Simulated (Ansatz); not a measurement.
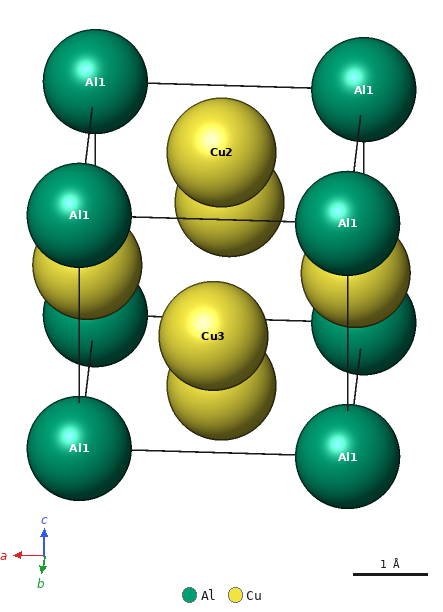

Reference structure: solid AlCu$_{3}$ (set up in Pm-3m). Style: spheres-only. Shown: the cell of the calculation, from a free direction.

The calculation used Ansatz 0.2.0, DFT r2SCAN, scalar-relativistic, plane waves, PAW. (plane-wave cutoff 500 eV; k-point mesh 12 × 12 × 12; occupations gaussian; smearing width 0.1 eV; no spin polarisation)

Now this is done to it. The crystal is put under a hydrostatic pressure of 15 GPa. Cell and atoms are relaxed at that pressure.

Question: What is the effect?

Answer: The energy rises by 41.2 meV per atom. The pressure goes from 0.0 to 15.0 GPa. Both are metals. Cell: a = b = c 3.642 → 3.544 Å (−2.7 %). Volume −7.9 %. No atom moves by more than 0.005 Å relative to the cell. Some distances before and after: Al–Cu 2.575 → 2.506 Å, Cu–Cu 2.575 → 2.506 Å. The space group stays Pm-3m (No. 221).

Drawn alike, the variant:

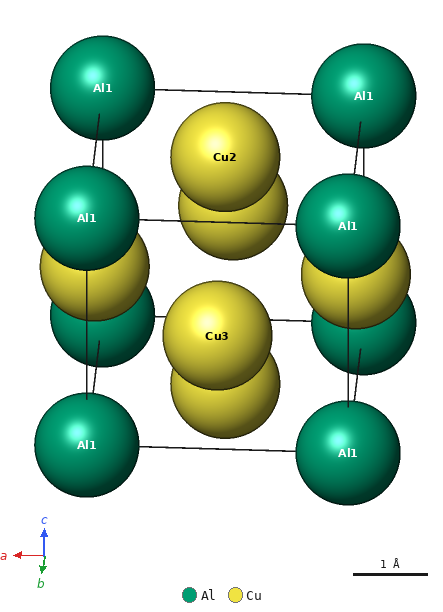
